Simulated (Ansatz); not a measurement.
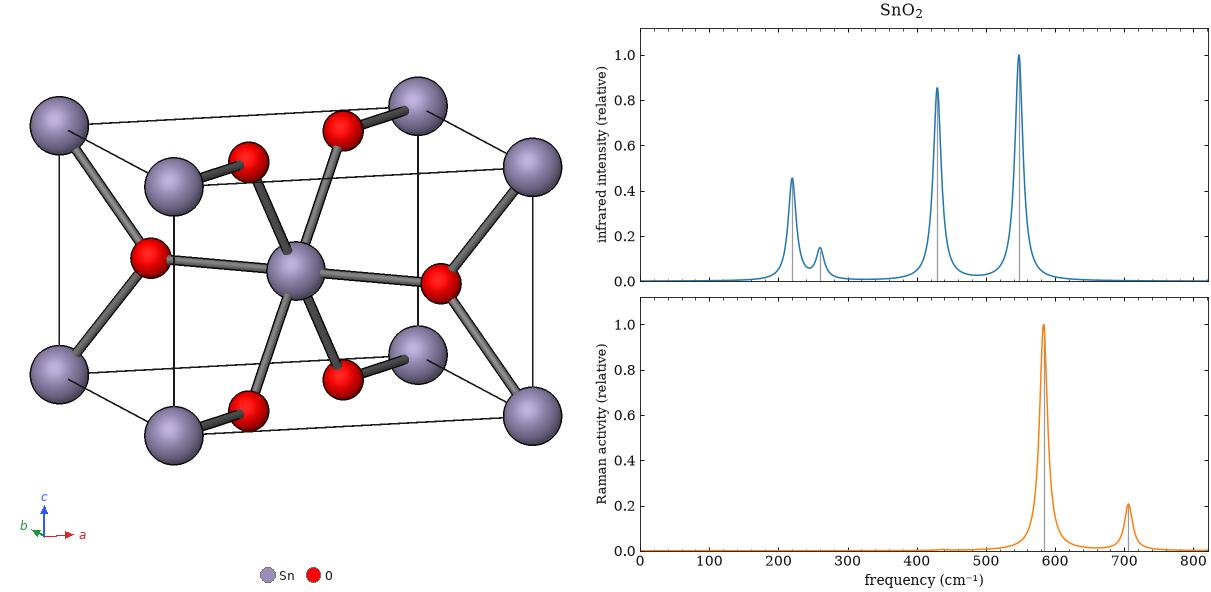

The figure shows the infrared and Raman spectrum of the zone-centre phonons for SnO₂, space group P4_2/mnm (No. 136). Lines are broadened by Lorentzians of 14 cm⁻¹ full width; each panel is scaled to its strongest line. These are zero-field (TO) frequencies; inactive modes don't show. The conventional cell is drawn beside the plot.

Starting cell:
```
CELL_PARAMETERS angstrom
4.82740 0.00000 0.00000
0.00000 4.82740 0.00000
0.00000 0.00000 3.23821
ATOMIC_POSITIONS crystal
Sn 0.00000 0.00000 0.00000
Sn 0.50000 0.50000 0.50000
O 0.30657 0.30657 0.00000
O 0.19343 0.80657 0.50000
O 0.69343 0.69343 0.00000
O 0.80657 0.19343 0.50000
```

Computed with Ansatz 0.2.0: static Raman activity and infrared intensity of zone-centre phonons of an insulator with atoms at rest in the given cell, summed over the level, zero field, imaginary frequencies are negative, field response on a mesh refined by the program; plane waves with PAW datasets. Level: PBE, no spin polarisation.

| setting | value |
| --- | --- |
| wave cutoff | 420 eV |
| k mesh | 6×6×8 |
| occupations | fixed |
| pressure | 0 GPa |

Q: Which are the strongest infrared lines?

A: The strongest infrared line is at 547.7 cm⁻¹, followed by 429.6 (86 % of it), 219.9 (45 % of it) and 260.3 (13 % of it).

Q: Which are the strongest Raman lines?

A: The strongest Raman line is at 583.3 cm⁻¹, followed by 706.1 (20 % of it).

Q: Do the two spectra share lines, and what does that say about the symmetry?

A: No mode is active in both spectra, the mutual exclusion of a crystal with an inversion centre.

Keep in mind: a crossing between the sampled k points may be missed; field response not converged on the k mesh.
